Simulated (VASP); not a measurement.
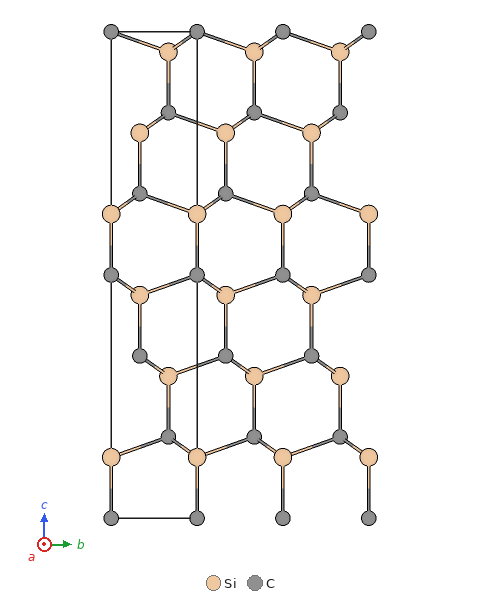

Projection along an edge of the hexagonal mesh, stacking direction c upwards. Every atom sits on one of the three columns of the mesh; call them A, B, C in the order in which they first turn up. The sequence starts with the first layer at or above the cell's origin.

SiC (space group P6_3mc, No. 186): coordinates from a relaxation with VASP, VASP Kohn-Sham DFT of a periodic cell, optB86b-vdW, VASP PAW PBE potentials, recommended.

List the layers of one repeat.

C(A) – Si(A) – C(B) – Si(B) – C(C) – Si(C) – C(A) – Si(A) – C(C) – Si(C) – C(B) – Si(B) (twelve layers in 15.16 Å).
